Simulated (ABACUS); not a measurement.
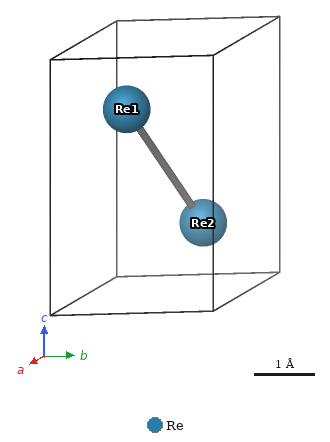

The input geometry (ball-and-stick view of the cell of the calculation, seen slightly off an axis; atoms are numbered from 1 in the order of the input).

Run report: Re, band-structure run (part 1 of 2)

- system: Re (P6₃/mmc, 2 atoms in the cell)
- method: Kohn-Sham DFT of a periodic cell, PBE, SG15 ONCV 1.2 PBE, no spin polarisation (ABACUS 3.10.1)

The structure derives from an entry of the Crystallography Open Database.

## Input
```python
"""ABACUS run from a structure file: ASE reads it, the script writes STRU, KPT and INPUT."""
import re
import subprocess
from ase.io import read
from ase.units import Bohr

atoms = read("Re.cif")
atoms = atoms[(-atoms.numbers).argsort(kind="stable")]  # ABACUS lists atoms element by element
pseudo = {'Re': 'Re_ONCV_PBE-1.2.upf'}
orbital = {'Re': 'Re_confined-atom_7au_3s2p2d1f.orb'}
magmoms = None
kmesh = [10, 10, 6]
params = {
    'suffix': 'Re',
    'calculation': 'scf',
    'basis_type': 'lcao',
    'pseudo_dir': './',
    'orbital_dir': './',
    'symmetry': 1,
    'dft_functional': 'pbe',
    'ecutwfc': 100,
    'pseudo_rcut': 10,
    'nspin': 1,
    'nbands': 25,
    'ks_solver': 'genelpa',
    'smearing_method': 'fd',
    'smearing_sigma': 0.00367493,
    'scf_thr': 1e-07,
    'scf_nmax': 100,
    'mixing_type': 'broyden',
    'mixing_beta': 0.7,
    'cal_force': 1,
    'cal_stress': 1,
    'out_mul': 1,
    'out_chg': 1,
    'out_pot': 2,
    'out_elf': 1,
}

symbols = atoms.get_chemical_symbols()
elements = list(dict.fromkeys(symbols))
lines = ["ATOMIC_SPECIES"] + [f"{e} {atoms.get_masses()[symbols.index(e)]:.4f} {pseudo[e]}" for e in elements]
if orbital:
    lines += ["", "NUMERICAL_ORBITAL"] + [orbital[e] for e in elements]
lines += ["", "LATTICE_CONSTANT", f"{1 / Bohr:.10f}", "", "LATTICE_VECTORS"]
lines += [" ".join(f"{x:.10f}" for x in v) for v in atoms.cell]
lines += ["", "ATOMIC_POSITIONS", "Direct"]
for e in elements:
    lines += ["", e, "0.0", str(symbols.count(e))]
    for i, p in enumerate(atoms.get_scaled_positions(wrap=False)):
        if symbols[i] == e:
            mag = "" if magmoms is None else " mag " + " ".join(str(x) for x in (magmoms[i] if isinstance(magmoms[i], list) else [magmoms[i]]))
            lines.append(" ".join(f"{x:.10f}" for x in p) + " 1 1 1" + mag)
open("STRU", "w").write("\n".join(lines) + "\n")
open("KPT", "w").write("K_POINTS\n0\nGamma\n%d %d %d 0 0 0\n" % tuple(kmesh))
open("INPUT", "w").write("INPUT_PARAMETERS\n" + "".join(f"{k:<20s}{v}\n" for k, v in params.items()))

done = subprocess.run(['mpirun', '-np', '4', 'abacus'])
if done.returncode:
    raise SystemExit(done.returncode)
log = open("OUT.Re/running_scf.log").read()
print("final energy (eV):", re.findall(r"FINAL_ETOT_IS (\S+)", log))
```

## File Re.cif
```
data_Re
_cell_length_a 2.76080000
_cell_length_b 2.76080000
_cell_length_c 4.45820000
_cell_angle_alpha 90.00000000
_cell_angle_beta 90.00000000
_cell_angle_gamma 120.00000000
_space_group_name_H-M_alt 'P1'
_space_group_name_Hall 'P 1'
_space_group_IT_number 1
loop_
_space_group_symop_operation_xyz
'x,y,z'
loop_
_atom_site_label
_atom_site_type_symbol
_atom_site_symmetry_multiplicity
_atom_site_Wyckoff_symbol
_atom_site_fract_x
_atom_site_fract_y
_atom_site_fract_z
_atom_site_occupancy
Re1 Re 1 a 0.6666666667 0.3333333333 0.7500000000 1
Re2 Re 1 a 0.3333333333 0.6666666667 0.2500000000 1
```

## File INPUT
```
INPUT_PARAMETERS
suffix              Re
calculation         scf
basis_type          lcao
pseudo_dir          ./
orbital_dir         ./
symmetry            1
dft_functional      pbe
ecutwfc             100
pseudo_rcut         10
nspin               1
nbands              25
ks_solver           genelpa
smearing_method     fd
smearing_sigma      0.00367493
scf_thr             1e-07
scf_nmax            100
mixing_type         broyden
mixing_beta         0.7
cal_force           1
cal_stress          1
out_mul             1
out_chg             1
out_pot             2
out_elf             1
```

## File STRU
```
ATOMIC_SPECIES
Re 186.2070 Re_ONCV_PBE-1.2.upf

NUMERICAL_ORBITAL
Re_confined-atom_7au_3s2p2d1f.orb

LATTICE_CONSTANT
1.8897261258

LATTICE_VECTORS
2.7608000000 0.0000000000 0.0000000000
-1.3804000000 2.3909229348 0.0000000000
0.0000000000 0.0000000000 4.4582000000

ATOMIC_POSITIONS
Direct

Re
0.0
2
0.6666666667 0.3333333333 0.7500000000 1 1 1
0.3333333333 0.6666666667 0.2500000000 1 1 1
```

## File KPT
```
K_POINTS
0
Gamma
10 10 6 0 0 0
```

Run on 4 threads of Intel Xeon (Granite Rapids), 16 GiB of memory available, shared host.

Command:
```bash
OMP_NUM_THREADS=1 python run_abacus.py > log
```

## Output
```
ABACUS v3.10.1

               Atomic-orbital Based Ab-initio Computation at UStc

 ------------------------------------------------------------------------------------

 READING GENERAL INFORMATION
                           global_out_dir = OUT.Re/
                           global_in_card = INPUT
                               pseudo_dir = ./
                              orbital_dir = ./
                                    DSIZE = 4
                                    GSIZE = 1

 READING UNITCELL INFORMATION
                                    ntype = 1
                  lattice constant (Bohr) = 1.88973
              lattice constant (Angstrom) = 1

 READING ATOM TYPE 1
                               atom label = Re
                      L=0, number of zeta = 3
                      L=1, number of zeta = 2
                      L=2, number of zeta = 2
                      L=3, number of zeta = 1
             number of atom for this type = 2

                        TOTAL ATOM NUMBER = 2
DIRECT COORDINATES
    atom                   x                   y                   z     mag                  vx                  vy                  vz
taud_Re1            0.6666666667        0.3333333333        0.7500000000  0.0000        0.0000000000        0.0000000000        0.0000000000
taud_Re2            0.3333333333        0.6666666667        0.2500000000  0.0000        0.0000000000        0.0000000000        0.0000000000

                          Volume (Bohr^3) = 198.59
                             Volume (A^3) = 29.4279

 Lattice vectors: (Cartesian coordinate: in unit of a_0)
              +2.7608                  +0                  +0
              -1.3804            +2.39092                  +0
                   +0                  +0             +4.4582
 Reciprocal vectors: (Cartesian coordinate: in unit of 2 pi/a_0)
            +0.362214           +0.209124                  -0
                   -0           +0.418249                  -0
                   +0                  -0           +0.224306
 The esolver type has been set to : ksdft_lcao

                PAO radial cut off (Bohr) = 10

 Read in pseudopotential file is Re_ONCV_PBE-1.2.upf
                     pseudopotential type = NC
          exchange-correlation functional = PBE
                 nonlocal core correction = 0
                        valence electrons = 15
                                     lmax = 3
                           number of zeta = 0
                     number of projectors = 8
                           L of projector = 0
                           L of projector = 0
                           L of projector = 1
                           L of projector = 1
                           L of projector = 2
                           L of projector = 2
                           L of projector = 3
                           L of projector = 3
     initial pseudo atomic orbital number = 0

 SETUP THE ELECTRONS NUMBER
            electron number of element Re = 15
      total electron number of element Re = 30
            AUTOSET number of electrons:  = 30
                           occupied bands = 15
                                   NLOCAL = 52
                                   NBANDS = 25
                                   NBANDS = 25
                                   NLOCAL = 52

%%%%%%%%%%%%%%%%%%%%%%%%%%%%%%%%%%%%%%%%%%%%%%%%%%%%%%%%%%%%%%%%%%%%%%%%%%%%%%%%%%%%%%%%%%%%%%%%%%%%%%%%%%
 Warning: the number of valence electrons in pseudopotential > 7 for Re: [Xe] 4f14 5d5 6s2
 Pseudopotentials with additional electrons can yield (more) accurate outcomes, but may be less efficient.
 If you're confident that your chosen pseudopotential is appropriate, you can safely ignore this warning.
%%%%%%%%%%%%%%%%%%%%%%%%%%%%%%%%%%%%%%%%%%%%%%%%%%%%%%%%%%%%%%%%%%%%%%%%%%%%%%%%%%%%%%%%%%%%%%%%%%%%%%%%%%

 SETUP THE PLANE WAVE BASIS
 energy cutoff for charge/potential (unit:Ry) = 400
            fft grid for charge/potential = [ 36, 36, 54 ]
                        fft grid division = [ 4, 4, 2 ]
        big fft grid for charge/potential = [ 9, 9, 27 ]
                                     nbxx = 567
                                     nrxx = 18144

 SETUP PLANE WAVES FOR CHARGE/POTENTIAL
                    number of plane waves = 26957
                         number of sticks = 745

 PARALLEL PW FOR CHARGE/POTENTIAL
     PROC   COLUMNS(POT)             PW
        1            186           6738
        2            187           6745
        3            186           6738
        4            186           6736
 --------------- sum -------------------
        4            745          26957
                            number of |g| = 1270
                                  max |g| = 36.181
                                  min |g| = 0

----------- Double Check Mixing Parameters Begin ------------
mixing_type: broyden
mixing_beta: 0.7
mixing_gg0: 1
mixing_gg0_min: 0.1
mixing_ndim: 8
----------- Double Check Mixing Parameters End ------------

 LATTICE VECTORS: (CARTESIAN COORDINATE: IN UNIT OF A0)
              +2.7608                  +0                  +0
              -1.3804            +2.39092                  +0
                   +0                  +0             +4.4582
                       right hand lattice = 1
                                   NORM_A = 2.7608
                                   NORM_B = 2.7608
                                   NORM_C = 4.4582
                           ALPHA (DEGREE) = 90
                           BETA  (DEGREE) = 90
                           GAMMA (DEGREE) = 120

 The lattice vectors have been changed (STRU_SIMPLE.cif)

(for optimal symmetric configuration:)
                             BRAVAIS TYPE = 4
                     BRAVAIS LATTICE NAME = 04. Hexagonal cell
                                    ibrav = 4
                                    IBRAV = 4
                                  BRAVAIS = HEXAGONAL CELL
                       LATTICE CONSTANT A = 2.7608
                                C/A RATIO = 1.61482
Original cell was already a primitive cell.
                        ROTATION MATRICES = 24
              PURE POINT GROUP OPERATIONS = 12
                   SPACE GROUP OPERATIONS = 24
                                       C2 = 3
                                       C3 = 2
                                       C4 = 0
                                       C6 = 0
                                       S1 = 3
                                       S3 = 0
                                       S4 = 0
                                       S6 = 2
                              POINT GROUP = D_3d
                                       C2 = 7
                                       C3 = 2
                                       C4 = 0
                                       C6 = 2
                                       S1 = 7
                                       S3 = 2
                                       S4 = 0
                                       S6 = 2
               POINT GROUP IN SPACE GROUP = D_6h

 SETUP K-POINTS
                                    nspin = 1
                   Input type of k points = Monkhorst-Pack(Gamma)
                                   nkstot = 600
                       right hand lattice = 1
(for reciprocal lattice: )
                             BRAVAIS TYPE = 4
                     BRAVAIS LATTICE NAME = 04. Hexagonal cell
                                    ibrav = 4
                       right hand lattice = 1
(for k-lattice: )
                             BRAVAIS TYPE = 4
                     BRAVAIS LATTICE NAME = 04. Hexagonal cell
                                    ibrav = 4
                       right hand lattice = 1
                        ROTATION MATRICES = 24
                               nkstot_ibz = 56
K-POINTS REDUCTION ACCORDING TO SYMMETRY
     IBZ    DIRECT_X    DIRECT_Y    DIRECT_Z  WEIGHT  ibz2bz
       1  0.00000000  0.00000000  0.00000000  0.0017       0
       2 -0.10000000  0.10000000  0.00000000  0.0100       1
       3 -0.20000000  0.20000000  0.00000000  0.0100       2
       4 -0.30000000  0.30000000  0.00000000  0.0100       3
       5 -0.40000000  0.40000000  0.00000000  0.0100       4
       6  0.50000000  0.50000000  0.00000000  0.0050       5
       7 -0.10000000  0.20000000  0.00000000  0.0100      11
       8 -0.20000000  0.30000000  0.00000000  0.0200      12
       9 -0.30000000  0.40000000  0.00000000  0.0200      13
      10  0.50000000  0.40000000  0.00000000  0.0200      14
      11 -0.20000000  0.40000000  0.00000000  0.0100      22
      12  0.50000000  0.30000000  0.00000000  0.0200      23
      13  0.40000000  0.40000000  0.00000000  0.0100      24
      14  0.40000000  0.30000000  0.00000000  0.0100      33
      15  0.00000000  0.00000000  0.16666667  0.0033     100
      16 -0.10000000  0.10000000  0.16666667  0.0200     101
      17 -0.20000000  0.20000000  0.16666667  0.0200     102
      18 -0.30000000  0.30000000  0.16666667  0.0200     103
      19 -0.40000000  0.40000000  0.16666667  0.0200     104
      20  0.50000000  0.50000000  0.16666667  0.0100     105
      21 -0.10000000  0.20000000  0.16666667  0.0200     111
      22 -0.20000000  0.30000000  0.16666667  0.0400     112
      23 -0.30000000  0.40000000  0.16666667  0.0400     113
      24  0.50000000  0.40000000  0.16666667  0.0400     114
      25 -0.20000000  0.40000000  0.16666667  0.0200     122
      26  0.50000000  0.30000000  0.16666667  0.0400     123
      27  0.40000000  0.40000000  0.16666667  0.0200     124
      28  0.40000000  0.30000000  0.16666667  0.0200     133
      29  0.00000000  0.00000000  0.33333333  0.0033     200
      30 -0.10000000  0.10000000  0.33333333  0.0200     201
[... 26 further k points ...]

                               nkstot now = 56
[... K-POINTS DIRECT COORDINATES: 56 rows ...]

           k-point number in this process = 56
       minimum distributed K point number = 56
[... stars of the k points ...]

[... K-POINTS CARTESIAN COORDINATES: 56 rows ...]

[... K-POINTS DIRECT COORDINATES: 56 rows ...]

 SETUP PLANE WAVES FOR WAVE FUNCTIONS
     energy cutoff for wavefunc (unit:Ry) = 100
              fft grid for wave functions = [ 36, 36, 54 ]
                    number of plane waves = 4735
                         number of sticks = 241

 PARALLEL PW FOR WAVE FUNCTIONS
     PROC   COLUMNS(POT)             PW
        1             60           1184
        2             60           1184
        3             60           1182
        4             61           1185
 --------------- sum -------------------
        4            241           4735

 SET NONLOCAL PSEUDOPOTENTIAL PROJECTORS
 max number of nonlocal projetors among all species is 8

 -------------------------------------------
 SELF-CONSISTENT
 -------------------------------------------

 SETUP SEARCHING RADIUS FOR PROGRAM TO SEARCH ADJACENT ATOMS
                  longest orb rcut (Bohr) = 7
   longest nonlocal projector rcut (Bohr) = 2.68
                     search radius (Bohr) = 19.4
              searching radius is (Bohr)) = 19.4
         searching radius unit is (Bohr)) = 1.89
                         PeriodicBoundary = 1
                        Radius(unit:lat0) = 10.2
                                   glayer = [ 6, 6, 4 ]
                             glayer_minus = [ 5, 5, 3 ]

Find the coordinate range of the input atom(unit:lat0).
                                  min_tau = [ -20.7, -11.2, -12.3 ]
                                  max_tau = [ 22.1, 13.5, 16.7 ]
                                BoxNumber = [ 11, 11, 7 ]

 SETUP EXTENDED REAL SPACE GRID FOR GRID INTEGRATION
                          real space grid = [ 36, 36, 54 ]
                 big cell numbers in grid = [ 9, 9, 27 ]
             meshcell numbers in big cell = [ 4, 4, 2 ]
                        extended fft grid = [ 14, 14, 23 ]
                dimension of extened grid = [ 38, 38, 74 ]
                            UnitCellTotal = 75
              Atom number in sub-FFT-grid = 2
    Local orbitals number in sub-FFT-grid = 52
                                ParaV.nnr = 76726
                                 init_chg = atomic

 LCAO ALGORITHM --------------- ION=   1  ELEC=   1--------------------------------

 Density error is 0.0515466867844
----------------------------------------------------------
     Energy           Rydberg                 eV
----------------------------------------------------------
 E_KohnSham     -319.6712882032      -4349.3510065635
 E_Harris       -322.4559546079      -4387.2383366972
 E_Fermi        1.8054950351         24.5650201875
----------------------------------------------------------

 LCAO ALGORITHM --------------- ION=   1  ELEC=   2--------------------------------

 Density error is 0.00677328924873
----------------------------------------------------------
     Energy           Rydberg                 eV
----------------------------------------------------------
 E_KohnSham     -319.6859579970      -4349.5505993484
 E_Harris       -319.5574704544      -4347.8024366470
 E_Fermi        1.7680423284         24.0554499716
----------------------------------------------------------

 LCAO ALGORITHM --------------- ION=   1  ELEC=   3--------------------------------

 Density error is 0.00223441328686
----------------------------------------------------------
     Energy           Rydberg                 eV
----------------------------------------------------------
 E_KohnSham     -319.6860191082      -4349.5514308081
 E_Harris       -319.7013902622      -4349.7605660875
 E_Fermi        1.7695938097         24.0765589570
```
